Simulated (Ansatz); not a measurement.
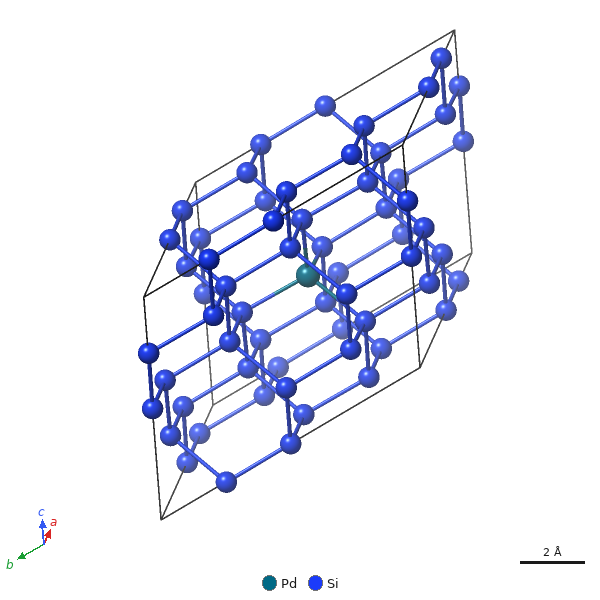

The crystal in a ball-and-stick representation, seen from a general direction. The frame is the supercell; atoms at its boundary are shown with their periodic copies. The host is Si, in a cell of 32 sites, and the cell is neutral.

**How does this supercell depart from the perfect host?**

Palladium on a silicon site (a substitutional impurity). It is bonded to four Si in a tetrahedral arrangement at about 2.4 Å.

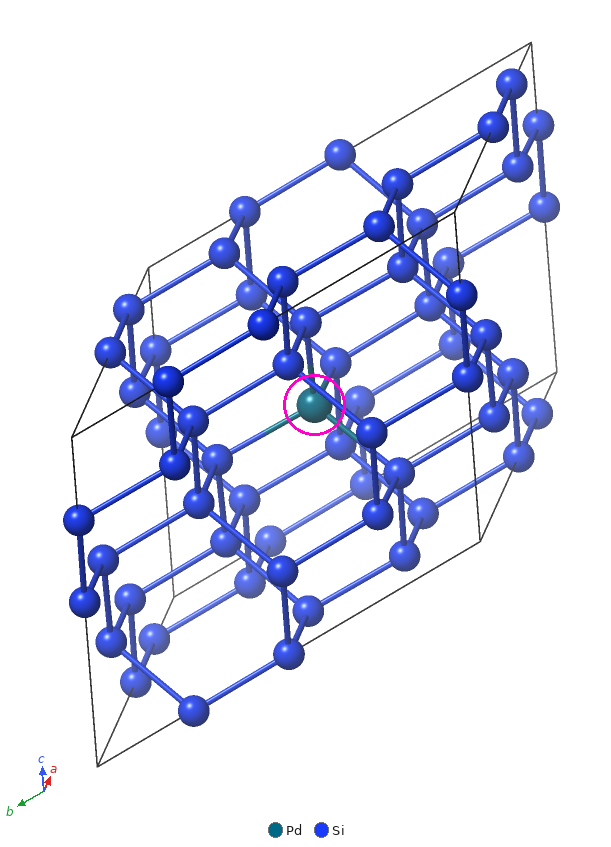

The same cell with a ring at the defect's site.

The atoms were relaxed in the host's cell with DFT PBE, scalar-relativistic, plane waves, PAW in Ansatz.
